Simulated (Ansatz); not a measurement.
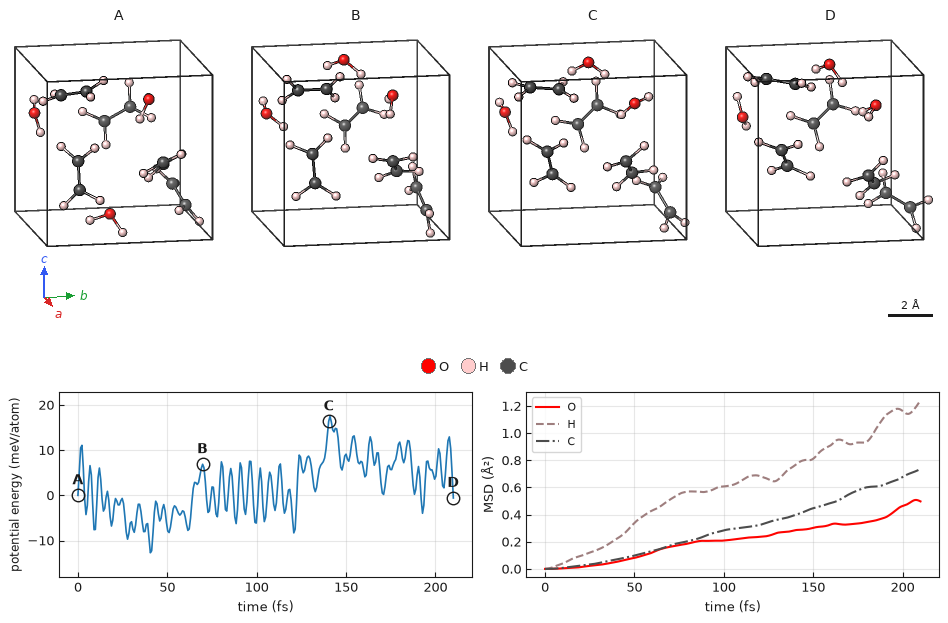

A Born-Oppenheimer molecular dynamics run of a periodic cell with 3 H2O + 5 C2H4 at 0.717 g/cm³, 210 fs long. It starts from the last geometry of an earlier run, with fresh velocities. Frames (A at 0 fs, B at 70 fs, C at 140 fs, D at 210 fs) and the history of the run. Style: ball-and-stick. Shown: the simulation cell, slightly off an axis. Atoms that leave the cell re-enter on the other side.

Method: DFT PBE, scalar-relativistic, plane waves, PAW (Ansatz 0.2.0). Settings: plane-wave cutoff 420 eV; k-point mesh 1 × 1 × 1; Fermi-Dirac smearing 0.05 eV; Langevin thermostat (NVT); set temperature 400 K; time step 0.75 fs; friction 0.01 per fs.

Q: Describe the run.

A: Over the second half the temperature averages 421 K (spread ±40 K). The potential energy in the second half lies on average 6.0 meV per atom above the first frame. In the second half of the run the atoms are, in the root-mean-square, this far from where they began (common drift taken out): H 0.94 Å, C 0.70 Å, O 0.57 Å. The heavy atoms stay within a fraction of a molecule's size of their starting places; so short a run doesn't tell a liquid from a solid.

Limits of the set-up: the periodic images lie only 7.7 Å apart, so the values are limited by the cell's size.

The run took 10 min on 1 thread of Arm Neoverse V2, with other jobs on the host, peak memory 0.49 GiB.
